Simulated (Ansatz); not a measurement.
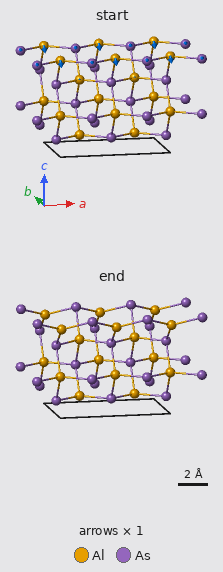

The structure of a slab of composition AlAs (cut from the F-43m phase) before (top) and after (bottom) a constrained relaxation, at one scale. The blue arrows give the displacements, at their true length.

The picture is a ball-and-stick view of the 2 × 1 repeat of the cell, outlined in the plane, without the vacuum, seen slightly off an axis.

Case: clean slab, lower half held. The slab is the (1 1 0) face of AlAs. 4 atoms are held fixed.

Level of theory: Ansatz, DFT PBEsol, scalar-relativistic, plane waves, PAW. (plane-wave cutoff 420 eV; k-point mesh 7 × 5 × 1; occupations gaussian; smearing width 0.05 eV; no spin polarisation; dipole correction; atoms relaxed in a fixed cell; force threshold 0.03 eV/Å; at most 70 steps)

Question: Summarise the run.

Answer: Over 4 geometry steps the energy falls by 0.631 eV per cell of the calculation. The largest force component goes from 1.3 to 0.018 eV/Å. The largest move is that of an Al atom, 0.64 Å at 41° to the normal (−c side). By element the largest moves are Al 0.64 Å, As 0.27 Å. The cell stays as it was. Some distances before and after: Al–As 2.457 → 2.524 Å, Al–As 2.457 → 2.405 Å, Al–As 2.457 → 2.479 Å, Al–As 2.457 → 2.451 Å. Among the angles between lasting bonds that change: Al–As–Al 109.5° → 89.7°, Al–As–Al 109.5° → 93.3°, As–Al–As 109.5° → 123.7°. The run took 34 s on 2 threads of Intel(R) Xeon(R) 6975P-C (Granite Rapids) (shared host), peak memory 0.8 GiB.
